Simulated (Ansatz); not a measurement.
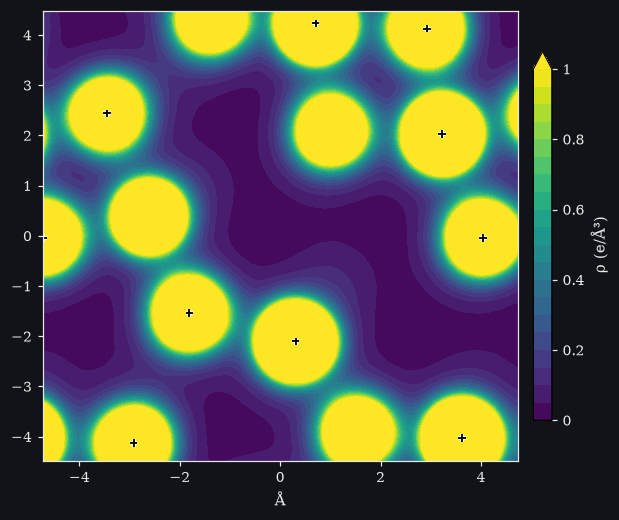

The valence pseudo-density on a plane through atoms (crosses mark nuclei in the plane).

Method: DFT r2SCAN, scalar-relativistic, plane waves, PAW in Ansatz.

Candidates:
A. In$_{2}$O$_{3}$, a = 8.76 Å, b = 8.76 Å, c = 8.76 Å, α = 109.47°, β = 109.47°, γ = 109.47°. Space group Ia-3; computed pressure about 2 GPa in this cell.
B. WSe$_{2}$, a = 3.29 Å, b = 3.29 Å, c = 20.00 Å, α = 90.00°, β = 90.00°, γ = 120.00°. Space group P-6m2; a generated structure, not necessarily the stable one; the program warned that the cutoff is below the recommended one.

Question: Which system is this?

Answer: Candidate A: In$_{2}$O$_{3}$ on the (010) plane of the calculation cell, which holds In and O. In–O (2.13 Å): the density is about 0.54 e/Å³ at the midpoint. In–O (2.19 Å): the density is about 0.47 e/Å³ at the midpoint.
